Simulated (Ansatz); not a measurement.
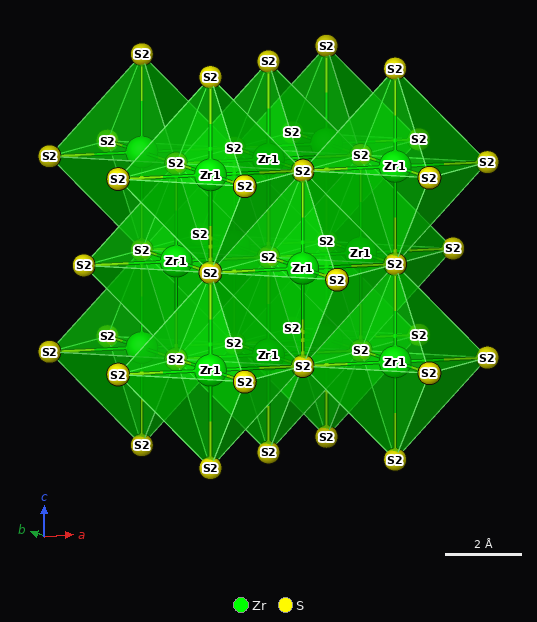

Fig. 1: The input geometry of run A (polyhedral view of the cell 4 times as large as that of the calculation, set on its symmetry axes, seen slightly off an axis; polyhedra are completed across the faces of the cell; atoms are numbered from 1 in the order of the input). An atom can appear more than once, as a periodic image.

# Two runs on ZrS

System: ZrS (Fm-3m, 2 atoms in the cell).
Method of run A: DFT r2SCAN, scalar-relativistic, plane waves, PAW, no spin polarisation (Ansatz 0.2.0).

The structure derives from an entry of the Crystallography Open Database. Text and figures count atoms from 1; the logs count them from 0 in places.

**The input, run A**
```yaml
crystal:
  lattice:
    - [0.0, 2.625, 2.625]
    - [2.625, 0.0, 2.625]
    - [2.625, 2.625, 0.0]
  atoms:
    - { symbol: Zr, position: [0.0, 0.0, 0.0] }
    - { symbol: S, position: [0.5, 0.5, 0.5] }
basis:
  ecutwfc: 500
kpoints:
  mp_grid: { grid: [6, 6, 6] }
hamiltonian:
  xc: r2scan
scf:
  occupations: { method: gaussian, width: 0.1 }
output:
  forces: true
  stress: true
  eigenvalues: true
```

Launched with:
```bash
ansatz run input.yaml --threads 1 --pin off --max-ram 2560MiB --backend cpu --events-out ev --progress --plain --runs-dir out
```

Hardware: 1 thread of Arm Neoverse V1, 24 GiB of memory available, shared host.

**Output, shortened to warnings, some set-up lines, iterations and results (run A)**
```
Basis set: ecut = 500 eV, 941 PW (Γ), exchange–correlation on 120×120×120 points (64 copies of the dense FFT grid, shifted against one another)
Symmetry: 48 space group operations
k-points: 16 of 216
Initial density: superposition of atomic densities (neutral atoms: chi_scale 0, normalization atom), corrected by the library's trained network
[...]
SCF iter   1: F=—  HF=-5103.867020 eV  |F-HF|=—  |Δ(HF+E_count)|=         —  Δρ=7.81e-3  dr2=2.23e-2  dr2_τ=1.68e-2  ethr=1.77e-3  ⟨swp⟩=5.1  Hψ=2733  notcnv=0  defer=1
SCF iter   2: F=—  HF=-5103.932281 eV  |F-HF|=—  |Δ(HF+E_count)|=   6.53e-2  Δρ=5.12e-3  dr2=9.40e-3  dr2_τ=2.06e-4  ethr=1.24e-4  ⟨swp⟩=2.0  Hψ=572  notcnv=0  defer=36
SCF iter   3: F=—  HF=-5103.931877 eV  |F-HF|=—  |Δ(HF+E_count)|=   4.04e-4  Δρ=1.12e-3  dr2=5.36e-4  dr2_τ=1.31e-4  ethr=5.22e-5  ⟨swp⟩=2.6  Hψ=421  notcnv=0  defer=36
SCF iter   4: F=—  HF=-5103.931841 eV  |F-HF|=—  |Δ(HF+E_count)|=   3.57e-5  Δρ=3.54e-4  dr2=2.28e-5  dr2_τ=2.08e-6  ethr=2.98e-6  ⟨swp⟩=2.1  Hψ=319  notcnv=0  defer=36
SCF iter   5: F=—  HF=-5103.931858 eV  |F-HF|=—  |Δ(HF+E_count)|=   1.68e-5  Δρ=7.26e-5  dr2=1.47e-6  dr2_τ=1.08e-7  ethr=1.27e-7  ⟨swp⟩=2.2  Hψ=357  notcnv=0  defer=36
SCF iter   6: F=-5103.931860 eV  HF=-5103.931860 eV  |F-HF|=7.30e-8  |Δ(HF+E_count)|=   1.58e-6  Δρ=1.06e-5  dr2=4.05e-8  dr2_τ=7.40e-10  ethr=5.56e-10  ⟨swp⟩=7.2  Hψ=1370  …
SCF 1 converged in 6 iterations: F = -5103.931860 eV  dr2 = 4.05e-8
SCF converged after 6 iterations
Free energy (F): -5103.931860 eV
Harris-Foulkes:  -5103.931860 eV  (|F-HF|=7.30e-8)
Internal energy: -5103.918664 eV  (E = F + TS)
E sigma→0 (E₀):  -5103.925262 eV
Entropy (-TS):   -0.013196 eV (-6.598 meV/atom)
Fermi energy:    14.905214 eV
--- Per-component energies (eV) ---
  E_band       = -84.441311
  E_kinetic    = 443.751047
  E_local      = -697.267511  (includes V_loc(G=0)·N_el)
  E_nonlocal   = 107.316495
  E_hartree    = 219.582940
  E_xc         = -249.465894
  E_vxc        = -307.991262  (∫ρ·V_xc dr)
  E_paw        = -3580.581776  (= ΣΔE_a)
  E_vpaw       = -86.068953  (= ΣTr[D̂ρ^β])
  E_aug_tail   = 0.000009  (compensation charges beyond the density's cutoff)
  E_vtau       = 16.655010  (kinetic-family band-sum trace: ∫τ·v_τ [+ j·A + Jᵃ·Aᵃ] dr)
  E_ewald      = -1346.979466
  E_core_change = -0.274508  (= ΣΔE_core)
  E_smearing   = -0.013196  (= −TS)
  E_closure    = -0.000000  (closes the sum)
  Σ components = -5103.931860   (vs F -5103.931860, Δ=0.00e0)
--- Forces (eV/Å), atoms counted from 1 ---
  atom   1  Zr    -0.00000000     0.00000000     0.00000000
  atom   2  S      0.00000000    -0.00000000    -0.00000000
  max |Σ_I F_I| component: 3.22e-30 eV/Å
--- Stress (GPa, compression-positive) ---
       -1.635972      -0.000000      -0.000000
       -0.000000      -1.635972      -0.000000
       -0.000000      -0.000000      -1.635972
  P = ⅓ Tr σ = -1.6360 GPa (-16.360 kbar)
```

Run B used a changed input.

**The two runs side by side**

| quantity | run A | run B |
| --- | --- | --- |
| outcome | converged | converged |
| free energy per atom (eV) | −2551.9659 | −2551.9861 |
| energy per atom, smearing taken to zero (eV) | −2551.9626 | −2551.9842 |
| gap on the mesh (eV) | 0.00 | 0.00 |
| pressure (GPa) | −1.64 | −1.98 |
| largest force (eV/Å) | 0.000 | 0.000 |
| SCF iterations | 6 | 7 |
| irreducible k-points | 16 | 104 |
| plane waves at Γ | 941 | 941 |
| wall time (shared host) | 2.5 s | 11 s |

Which change of the input explains these differences?

The change (lines with − go, lines with + come):
```diff
-  mp_grid: { grid: [6, 6, 6] }
+  mp_grid: { grid: [14, 14, 14] }
+  populations: true
```

The free energy of run B is 20.2 meV per atom lower, which measures how much it depends on this numerical setting. The pressure goes from −1.64 to −1.98 GPa. The SCF takes 7 iterations against 6. The irreducible k-points go from 16 to 104. On the same kind of shared host run B took about 4.5 times as long.

**Output, shortened to warnings, some set-up lines, iterations and results (run B)**
```
Basis set: ecut = 500 eV, 941 PW (Γ), exchange–correlation on 120×120×120 points (64 copies of the dense FFT grid, shifted against one another)
Symmetry: 48 space group operations
k-points: 104 of 2744
Initial density: superposition of atomic densities (neutral atoms: chi_scale 0, normalization atom), corrected by the library's trained network
[...]
SCF iter   1: F=—  HF=-5103.906742 eV  |F-HF|=—  |Δ(HF+E_count)|=         —  Δρ=7.27e-3  dr2=1.84e-2  dr2_τ=1.63e-2  ethr=1.77e-3  ⟨swp⟩=5.1  Hψ=17926  notcnv=0  defer=3
SCF iter   2: F=—  HF=-5103.972555 eV  |F-HF|=—  |Δ(HF+E_count)|=   6.58e-2  Δρ=4.85e-3  dr2=8.41e-3  dr2_τ=1.67e-4  ethr=1.02e-4  ⟨swp⟩=2.0  Hψ=3692  notcnv=0  defer=264
SCF iter   3: F=—  HF=-5103.972269 eV  |F-HF|=—  |Δ(HF+E_count)|=   2.87e-4  Δρ=1.24e-3  dr2=7.18e-4  dr2_τ=1.47e-4  ethr=4.67e-5  ⟨swp⟩=2.4  Hψ=2705  notcnv=0  defer=264
SCF iter   4: F=—  HF=-5103.972198 eV  |F-HF|=—  |Δ(HF+E_count)|=   7.08e-5  Δρ=3.60e-4  dr2=2.63e-5  dr2_τ=1.95e-6  ethr=3.99e-6  ⟨swp⟩=2.2  Hψ=2016  notcnv=0  defer=264
SCF iter   5: F=—  HF=-5103.972220 eV  |F-HF|=—  |Δ(HF+E_count)|=   2.16e-5  Δρ=8.66e-5  dr2=2.53e-6  dr2_τ=1.39e-7  ethr=1.46e-7  ⟨swp⟩=2.1  Hψ=2273  notcnv=0  defer=264
SCF iter   6: F=—  HF=-5103.972222 eV  |F-HF|=—  |Δ(HF+E_count)|=   2.86e-6  Δρ=1.89e-5  dr2=1.66e-7  dr2_τ=2.25e-9  ethr=1.41e-8  ⟨swp⟩=2.0  Hψ=1997  notcnv=0  defer=264
SCF iter   7: F=-5103.972223 eV  HF=-5103.972223 eV  |F-HF|=3.00e-9  |Δ(HF+E_count)|=   2.24e-7  Δρ=6.06e-6  dr2=1.61e-8  dr2_τ=6.29e-10  ethr=5.56e-10  ⟨swp⟩=8.1  Hψ=8686  …
SCF 1 converged in 7 iterations: F = -5103.972223 eV  dr2 = 1.61e-8
SCF converged after 7 iterations
Free energy (F): -5103.972223 eV
Harris-Foulkes:  -5103.972223 eV  (|F-HF|=3.00e-9)
Internal energy: -5103.964556 eV  (E = F + TS)
E sigma→0 (E₀):  -5103.968389 eV
Entropy (-TS):   -0.007667 eV (-3.834 meV/atom)
Fermi energy:    14.827267 eV
--- Per-component energies (eV) ---
  E_band       = -84.365492
  E_kinetic    = 443.701088
  E_local      = -697.413260  (includes V_loc(G=0)·N_el)
  E_nonlocal   = 107.332159
  E_hartree    = 219.715147
  E_xc         = -249.455629
  E_vxc        = -307.991510  (∫ρ·V_xc dr)
  E_paw        = -3580.590095  (= ΣΔE_a)
  E_vpaw       = -86.085203  (= ΣTr[D̂ρ^β])
  E_aug_tail   = 0.000009  (compensation charges beyond the density's cutoff)
  E_vtau       = 16.661271  (kinetic-family band-sum trace: ∫τ·v_τ [+ j·A + Jᵃ·Aᵃ] dr)
  E_ewald      = -1346.979466
  E_core_change = -0.274508  (= ΣΔE_core)
  E_smearing   = -0.007667  (= −TS)
  E_closure    = -0.000000  (closes the sum)
  Σ components = -5103.972223   (vs F -5103.972223, Δ=0.00e0)
--- Forces (eV/Å), atoms counted from 1 ---
  atom   1  Zr    -0.00000000    -0.00000000     0.00000000
  atom   2  S      0.00000000    -0.00000000     0.00000000
  max |Σ_I F_I| component: 2.70e-30 eV/Å
--- Stress (GPa, compression-positive) ---
       -1.981007       0.000000       0.000000
       -0.000000      -1.981007      -0.000000
       -0.000000       0.000000      -1.981007
  P = ⅓ Tr σ = -1.9810 GPa (-19.810 kbar)
--- Löwdin populations: 2 sites ---
  site symbol       q [e]
     0     Zr     11.6541
     1      S      6.2032
  spilling = 0.007931 (of n_electrons = 18.000000)
```
